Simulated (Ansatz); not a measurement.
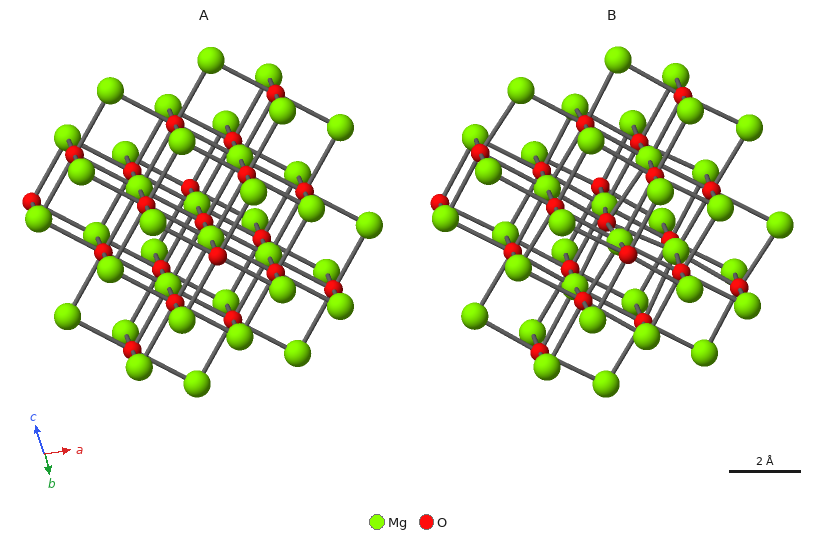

Two geometries of solid MgO (set up in P1), drawn at one scale. One is the start of a relaxation, the other its converged end. Style: ball-and-stick. Shown: the atoms within 5.0 Å of the atom that moves most (axes of the cell of the calculation), from a free direction.

The calculation used DFT PBEsol, scalar-relativistic, plane waves, PAW in Ansatz 0.2.0. (plane-wave cutoff 420 eV; k-point mesh 2 × 2 × 2; occupations gaussian; smearing width 0.02 eV; mesh shifted by (0.5, 0.5, 0.5); no spin polarisation; atoms relaxed in a fixed cell; force threshold 0.03 eV/Å; at most 25 steps)

> Which of the two is the end point?

Structure A is the relaxed one. Over 2 accepted moves (3 points after the start) the energy falls by 39.1 meV per atom. The largest force component goes from 1.7 to 0.016 eV/Å. 1 step only repeated the SCF at the same geometry. An O atom moves most: 0.16 Å roughly along [3 1 0]. Largest moves by element: O 0.16 Å, Mg 0.14 Å. The cell doesn't change. Near-neighbour distances that change, for instance: Mg–Mg 2.802 → 2.980 Å, Mg–O 1.957 → 2.104 Å, Mg–O 2.255 → 2.108 Å, Mg–O 1.980 → 2.106 Å. Bond angles that change, for instance: Mg–O–Mg 170.0° → 179.9°, Mg–O–Mg 80.5° → 90.0°, O–Mg–O 171.0° → 179.9°. The space group (tolerance 0.01 Å) goes from P1 (No. 1) to Fm-3m (No. 225).
